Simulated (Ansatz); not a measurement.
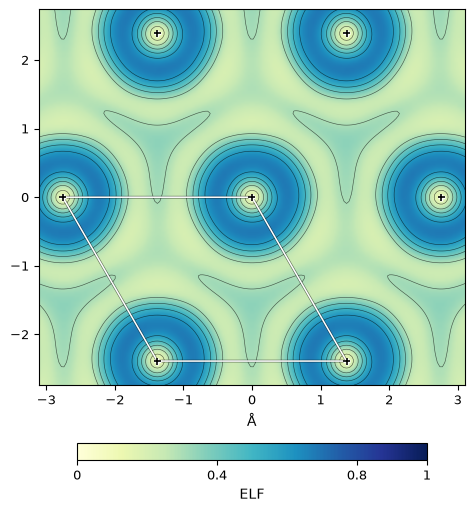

The electron localisation function on a plane through atoms (crosses mark nuclei in the plane).

These are results of Kohn-Sham DFT of a periodic cell, PBE0, Ansatz PAW in Ansatz, not measurements.

Candidates:
A. C, a = 4.23 Å, b = 2.44 Å, c = 3.74 Å, α = 90.00°, β = 111.49°, γ = 90.00°. Space group C2/m; a structure from a database of computed crystals, not necessarily the ambient phase; computed pressure about 4 GPa in this cell.
B. Ru, a = 2.76 Å, b = 2.76 Å, c = 4.37 Å, α = 90.00°, β = 90.00°, γ = 120.00°. Space group P6₃/mmc; computed pressure about −25 GPa in this cell.

**Which candidate gave the map?**

Candidate B: Ru on the (001) plane of the conventional cell, which holds Ru. Ru–Ru (2.76 Å): the ELF is about 0.30 at the midpoint.
